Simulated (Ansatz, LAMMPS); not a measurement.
# 42In2O3-58Na2O (mol %) with crystalline order left by the classical run (100 atoms) under strain

Aim: relax 42In2O3-58Na2O (mol %) with crystalline order left by the classical run (100 atoms), then change its volume and shape to read moduli from the stress.

Main program and level: Ansatz 0.2.0; Kohn-Sham DFT, LDA, PAW (set soft_2), plane waves.

### 1. Set-up

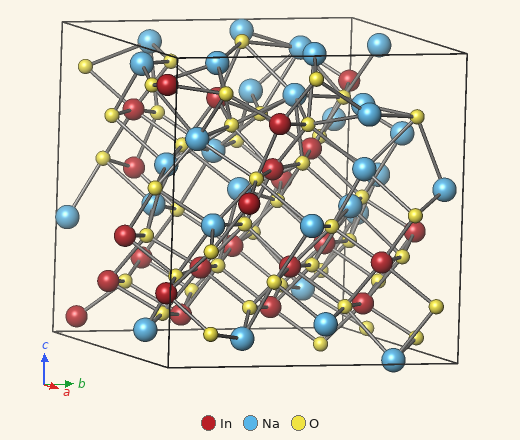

The cell as given, slightly off an axis (indium red, sodium blue, oxygen yellow). Some periodic images of atoms are drawn too.

The cell holds 100 atoms: 22 In, 30 Na and 48 O. Its edges and angles: a = 10.882 Å, b = 10.882 Å, c = 10.882 Å, α = 90.0°, β = 90.0°, γ = 90.0°. 100 atoms (22 Sc, 30 Na, 48 O) placed at random at 3.37 g/cm³, melted at 5000 K for 10 ps at fixed volume with the Morse and Coulomb pair potential with partial charges (Pedone, Malavasi, Menziani, Cormack and Segre, J. Phys. Chem. B 110, 11780 (2006)). Quenched from 5000 K to 300 K at 20 K/ps and fixed volume, held 10 ps at zero pressure, then minimised at fixed cell. Then Sc was replaced by In and the cell scaled by 1.021 (the potential has no terms for the new elements, so the cell is a start for a DFT relaxation).

What the set-up can't give: The quench rate of 20 K/ps is many orders above laboratory rates, so the cell is likely richer in defects and strain than a real sample. The starting topology of bonds comes from the classical model, and needn't be the one that DFT or experiment would give. Only the Γ point is sampled.

### 2. Single point at the start

The forces at the start show how far the geometry lies from a minimum of this functional.

Input file input.yaml:

```yaml
crystal:
  lattice:
    - [10.88246, 0.0, 0.0]
    - [0.0, 10.88246, 0.0]
    - [0.0, 0.0, 10.88246]
  atoms:
    - { symbol: In, position: [0.30132, 0.31981, 0.08557] }
    - { symbol: In, position: [0.67138, 0.47242, 0.596] }
    - { symbol: In, position: [0.90629, 0.76488, 0.31855] }
    - { symbol: In, position: [0.37738, 0.3916, 0.79274] }
    - { symbol: In, position: [0.84847, 0.04694, 0.2223] }
    - { symbol: In, position: [0.00197, 0.26226, 0.52619] }
    - { symbol: In, position: [0.35397, 0.04402, 0.20426] }
    - { symbol: In, position: [0.21919, 0.52318, 0.29515] }
    - { symbol: In, position: [0.10422, 0.03854, 0.06101] }
    - { symbol: In, position: [0.40185, 0.76711, 0.32155] }
    - { symbol: In, position: [0.54004, 0.28653, 0.26575] }
    - { symbol: In, position: [0.1232, 0.72457, 0.49854] }
    - { symbol: In, position: [0.66482, 0.80154, 0.15764] }
    - { symbol: In, position: [0.72364, 0.52181, 0.28735] }
    - { symbol: In, position: [0.89102, 0.40461, 0.76832] }
    - { symbol: In, position: [0.7989, 0.04893, 0.88903] }
    - { symbol: In, position: [0.38676, 0.71696, 0.62645] }
    - { symbol: In, position: [0.5874, 0.00314, 0.37793] }
    - { symbol: In, position: [0.03237, 0.2855, 0.23927] }
    - { symbol: In, position: [0.18811, 0.17975, 0.73704] }
    - { symbol: In, position: [0.48438, 0.55424, 0.12811] }
    - { symbol: In, position: [0.24755, 0.89776, 0.8266] }
    - { symbol: Na, position: [0.60443, 0.29699, 0.93362] }
    - { symbol: Na, position: [0.64937, 0.7535, 0.47069] }
    - { symbol: Na, position: [0.18325, 0.46195, 0.59894] }
    - { symbol: Na, position: [0.93369, 0.80427, 0.00564] }
    - { symbol: Na, position: [0.97676, 0.54914, 0.13003] }
    - { symbol: Na, position: [0.95278, 0.50135, 0.44543] }
    - { symbol: Na, position: [0.94146, 0.69235, 0.80126] }
    - { symbol: Na, position: [0.526, 0.97452, 0.68802] }
    - { symbol: Na, position: [0.65242, 0.78625, 0.79694] }
    - { symbol: Na, position: [0.16944, 0.79074, 0.14809] }
    - { symbol: Na, position: [0.13081, 0.60576, 0.78424] }
    - { symbol: Na, position: [0.85095, 0.99614, 0.5434] }
    - { symbol: Na, position: [0.03907, 0.2884, 0.93757] }
    - { symbol: Na, position: [0.02996, 0.93703, 0.67688] }
    - { symbol: Na, position: [0.09158, 0.00125, 0.38063] }
    - { symbol: Na, position: [0.35158, 0.68488, 0.94866] }
    - { symbol: Na, position: [0.75934, 0.56935, 0.97682] }
    - { symbol: Na, position: [0.54736, 0.59039, 0.81986] }
    - { symbol: Na, position: [0.84698, 0.71853, 0.61349] }
    - { symbol: Na, position: [0.27019, 0.22571, 0.43961] }
    - { symbol: Na, position: [0.68576, 0.203, 0.69913] }
    - { symbol: Na, position: [0.47737, 0.18251, 0.59252] }
    - { symbol: Na, position: [0.42311, 0.45877, 0.50287] }
    - { symbol: Na, position: [0.29485, 0.98794, 0.52724] }
    - { symbol: Na, position: [0.8136, 0.32814, 0.06757] }
    - { symbol: Na, position: [0.16358, 0.55466, 0.983] }
    - { symbol: Na, position: [0.49515, 0.89807, 0.97018] }
    - { symbol: Na, position: [0.75275, 0.23963, 0.42734] }
    - { symbol: Na, position: [0.60373, 0.07663, 0.07533] }
    - { symbol: Na, position: [0.41131, 0.1141, 0.91127] }
    - { symbol: O, position: [0.68099, 0.14521, 0.25647] }
    - { symbol: O, position: [0.32278, 0.56383, 0.73361] }
    - { symbol: O, position: [0.03057, 0.60302, 0.61232] }
    - { symbol: O, position: [0.31249, 0.30222, 0.63531] }
    - { symbol: O, position: [0.26679, 0.90706, 0.31244] }
    - { symbol: O, position: [0.82322, 0.24222, 0.86049] }
    - { symbol: O, position: [0.7657, 0.55227, 0.75055] }
    - { symbol: O, position: [0.97889, 0.84674, 0.4766] }
    - { symbol: O, position: [0.50973, 0.91454, 0.21046] }
    - { symbol: O, position: [0.29762, 0.64272, 0.44903] }
    - { symbol: O, position: [0.5524, 0.62332, 0.59974] }
    - { symbol: O, position: [0.96343, 0.49672, 0.9207] }
    - { symbol: O, position: [0.32878, 0.04952, 0.73574] }
    - { symbol: O, position: [0.44225, 0.13586, 0.36039] }
    - { symbol: O, position: [0.10964, 0.11108, 0.5708] }
    - { symbol: O, position: [0.42674, 0.8078, 0.79546] }
    - { symbol: O, position: [0.55812, 0.37157, 0.7266] }
    - { symbol: O, position: [0.3812, 0.4099, 0.25155] }
    - { symbol: O, position: [0.87892, 0.40625, 0.25655] }
    - { symbol: O, position: [0.19581, 0.16564, 0.18343] }
    - { symbol: O, position: [0.13842, 0.76438, 0.92065] }
    - { symbol: O, position: [0.94254, 0.16006, 0.3655] }
    - { symbol: O, position: [0.81557, 0.67873, 0.16672] }
    - { symbol: O, position: [0.32279, 0.65136, 0.17893] }
    - { symbol: O, position: [0.14428, 0.41822, 0.14318] }
    - { symbol: O, position: [0.75208, 0.89717, 0.31712] }
    [... 16 atom lines left out ...]
    - { symbol: O, position: [0.61844, 0.40292, 0.41396] }
    - { symbol: O, position: [0.56707, 0.66069, 0.27279] }
    - { symbol: O, position: [0.09498, 0.04642, 0.86661] }
    - { symbol: O, position: [0.44693, 0.19675, 0.10861] }
    - { symbol: O, position: [0.80042, 0.63084, 0.4244] }
    - { symbol: O, position: [0.62849, 0.42457, 0.14499] }
kpoints:
  mp_grid: { grid: [1, 1, 1] }
hamiltonian:
  xc: lda
scf:
  occupations: { method: gaussian, width: 0.05 }
output:
  forces: true
```

The run is started by

```bash
$ ansatz run input.yaml --threads 4 --pin off --max-ram 8192MiB --backend cpu --events-out ev --progress --plain --runs-dir out
```

Numbers of over 12 decimals in the logs are rounded to 6 here.

The program printed:

```text
Engine: ansatz 0.2.0, x86_64-unknown-linux-gnu
Pseudopotentials: kind: paw
Pseudopotential: In, paw, valence charge 13, recommended cutoff 420 eV (normal), In.paw.azcp
Pseudopotential: Na, paw, valence charge 9, recommended cutoff 420 eV (normal), Na.paw.azcp
Pseudopotential: O, paw, valence charge 6, recommended cutoff 420 eV (normal), O.paw.azcp
Functional definition: SPW92
  exchange = slater_x
  correlation = pw_c
Crystal: 100 atoms, lattice volume = 1288.787 Å³
Basis set: ecut = 420 eV, 25269 PW (Γ)
Bands: 522, of which v1, the nominal top of the filled ones, is band 422 counted from 1 (421 counted from 0)
Symmetry: 1 space group operations
Space group: P1 (ITA 1), of the structure as read, at distance tolerance 1.1e-4 Å
k-points: 1
Non-local potential: In, projectors of the file, l = 0: 2, l = 1: 2, l = 2: 2, l = 3: 2
Non-local potential: Na, projectors of the file, l = 0: 3, l = 1: 2, l = 2: 1
Non-local potential: O, projectors of the file, l = 0: 2, l = 1: 2, l = 2: 1
PAW form: soft (Blöchl's): semilocal exchange-correlation on the pseudo side does not see the compensation charge
PAW frozen core: In, regenerated for the run's functional, and the local potential with it (the file was generated under x = pbe(κ = 0.804, μ = 0.219515), c = pbe(β = 0.066725))
PAW frozen core: Na, regenerated for the run's functional, and the local potential with it (the file was generated under x = pbe(κ = 0.804, μ = 0.219515), c = pbe(β = 0.066725))
PAW frozen core: O, regenerated for the run's functional, and the local potential with it (the file was generated under x = pbe(κ = 0.804, μ = 0.219515), c = pbe(β = 0.066725))
PAW one-centre angular grid: In, 590 points (default); XC on 64 Gauss nodes
PAW one-centre angular grid: Na, 110 points (default); XC on 64 Gauss nodes
PAW one-centre angular grid: O, 110 points (default); XC on 64 Gauss nodes
Initial density: superposition of atomic densities (neutral atoms: chi_scale 0, normalization atom), corrected by the library's trained network
Initial wavefunctions: pseudopotential atomic-orbital guess
Functional: x = slater, c = lda
SCF iter   1: F=—  HF=-190736.439223 eV  |F-HF|=—  |Δ(HF+E_count)|=         —  Δρ=1.82e-2  dr2=3.71e0  ethr=1.77e-3  ⟨swp⟩=6.0  Hψ=2101  notcnv=0  defer=26
preconditioner: auto → Resta (q_TF=auto, 2.542 Å⁻¹)  ε∞=3.5  [insulator: Δε(μ)=0.707 eV  Ē_g=18.373 eV  σ=0.050 eV  W_gap=1.00  n_scr=364 (ndim 8)  ℏωp=29.0 eV  f_vac=0.057  D(μ)=0.00/eV (n_scr^D=0)  ε∞_Penn≈3.5]
SCF iter   2: F=—  HF=-190735.398156 eV  |F-HF|=—  |Δ(HF+E_count)|=    1.04e0  Δρ=5.63e-3  dr2=1.94e-1  ethr=4.40e-4  ⟨swp⟩=2.0  Hψ=888  notcnv=0  defer=92
SCF iter   3: F=—  HF=-190735.336682 eV  |F-HF|=—  |Δ(HF+E_count)|=   6.15e-2  Δρ=1.93e-3  dr2=4.28e-2  ethr=2.29e-5  ⟨swp⟩=2.0  Hψ=722  notcnv=0  defer=59
automatic band count: iteration 3 solves 489 bands in place of 522: the levels show a gap, and the empty bands left out lie too high to hold charge; the band table lists the bands solved (type scf.n_extra_bands for more)
SCF iter   4: F=—  HF=-190735.327901 eV  |F-HF|=—  |Δ(HF+E_count)|=   8.78e-3  Δρ=1.16e-3  dr2=1.54e-2  ethr=5.07e-6  ⟨swp⟩=2.0  Hψ=697  notcnv=0  defer=59
SCF iter   5: F=—  HF=-190735.323949 eV  |F-HF|=—  |Δ(HF+E_count)|=   3.95e-3  Δρ=4.14e-4  dr2=2.14e-3  ethr=1.82e-6  ⟨swp⟩=2.0  Hψ=706  notcnv=0  defer=59
SCF iter   6: F=—  HF=-190735.323475 eV  |F-HF|=—  |Δ(HF+E_count)|=   4.74e-4  Δρ=9.84e-5  dr2=1.59e-4  ethr=2.53e-7  ⟨swp⟩=2.0  Hψ=706  notcnv=0  defer=59
SCF iter   7: F=—  HF=-190735.323468 eV  |F-HF|=—  |Δ(HF+E_count)|=   7.08e-6  Δρ=6.72e-5  dr2=5.92e-5  ethr=1.89e-8  ⟨swp⟩=2.0  Hψ=731  notcnv=0  defer=59
SCF iter   8: F=—  HF=-190735.321122 eV  |F-HF|=—  |Δ(HF+E_count)|=   2.35e-3  Δρ=1.57e-5  dr2=3.34e-6  ethr=7.01e-9  ⟨swp⟩=2.0  Hψ=765  notcnv=0  defer=59
SCF iter   9: F=—  HF=-190735.321122 eV  |F-HF|=—  |Δ(HF+E_count)|=   1.13e-7  Δρ=9.27e-6  dr2=1.00e-6  ethr=3.95e-10  ⟨swp⟩=2.0  Hψ=724  notcnv=0  defer=59
SCF iter  10: F=—  HF=-190735.321122 eV  |F-HF|=—  |Δ(HF+E_count)|=   1.11e-7  Δρ=3.27e-6  dr2=1.28e-7  ethr=1.19e-10  ⟨swp⟩=2.0  Hψ=717  notcnv=0  defer=59
SCF iter  11: F=-190735.321122 eV  HF=-190735.321122 eV  |F-HF|=3.43e-8  |Δ(HF+E_count)|=   2.39e-8  Δρ=1.94e-6  dr2=4.51e-8  ethr=1.18e-11  ⟨swp⟩=3.0  Hψ=1337  notcnv=0
SCF 1 converged in 11 iterations: F = -190735.321122 eV  dr2 = 4.51e-8
  greatest PAW one-centre occupation: 1.000 electrons in one spin orbital (limit 2), on the Na atom at site 50 (counted from 0), in its partial waves of l = 1
SCF converged after 11 iterations
Free energy (F): -190735.321122 eV
Harris-Foulkes:  -190735.321122 eV  (|F-HF|=3.43e-8)
Internal energy: -190735.321122 eV  (E = F + TS)
E sigma→0 (E₀):  -190735.321122 eV
Fermi energy:    7.204142 eV
--- Per-component energies (eV) ---
  E_band       = -6120.042850
  E_kinetic    = 17400.748950
  E_local      = -73662.693742  (includes V_loc(G=0)·N_el)
  E_nonlocal   = 14129.514228
  E_hartree    = 27004.958021
  E_xc         = -9312.597296
  E_vxc        = -8184.841291  (∫ρ·V_xc dr)
  E_paw        = -102849.266663  (= ΣΔE_a)
  E_vpaw       = -9812.807184  (= ΣTr[D̂ρ^β])
  E_aug_tail   = 0.117946  (compensation charges beyond the density's cutoff)
  E_ewald      = -63461.241300
  E_core_change = 15.138733  (= ΣΔE_core)
  E_smearing   = -0.000000  (= −TS)
  E_closure    = -0.000000  (closes the sum)
  Σ components = -190735.321122   (vs F -190735.321122, Δ=0.00e0)
--- Forces (eV/Å), atoms counted from 1 ---
  atom   1  In     0.09418286    -0.29414272     0.18346606
  atom   2  In    -0.16791965     0.28712011    -0.11237076
  atom   3  In    -0.09843277    -0.10109802    -0.02707714
  atom   4  In    -0.27758882     0.20445387    -0.54185370
  atom   5  In    -0.06643585    -0.06768794    -0.55608897
  atom   6  In     0.26262852    -0.47864226     0.39245126
  atom   7  In    -0.33514090    -0.29729495     0.26470944
  atom   8  In     0.20608152     0.03842185    -0.01176861
  atom   9  In     0.03077985     0.20436213    -0.28952740
  atom  10  In    -0.14051206     0.45463032     0.06688705
  atom  11  In    -0.21672422    -0.13824762    -0.01123556
  atom  12  In    -0.09455878    -0.42125175     0.24055794
  atom  13  In    -0.08222652    -0.30630737     0.19083003
  atom  14  In     0.20305814     0.13495207     0.43054973
[...]
atom  99  O     -0.03494759     0.10448661     0.40982860
  atom 100  O      0.45025474    -0.34389874    -0.56803017
  max |Σ_I F_I| component: 1.57e-4 eV/Å
```

Elapsed: 12 s, on 4 threads of Intel Xeon Platinum 8375C at 2.90GHz (Ice Lake), shared host; peak memory 1.9 GiB; 44 s of CPU time.

In the SCF lines HF is the Harris–Foulkes energy and dr2 the Hartree energy of the density residual, in eV; the loop may stop once dr2 is under the threshold and the program's other checks hold. Hψ counts applications of the Hamiltonian.

The r.m.s. force at the start is 0.33 eV/Å.

[end of part 1 of 3]

[Logs are printed without paths, hosts, clocks, repeated set-up lines and the standing remarks that a program may print on its own settings, such as how far it seeks lower states.]

[Hosts, paths, dates, database ids (printed as entryN), source tags and the programs' standing remarks are cut or masked in the printed files.]
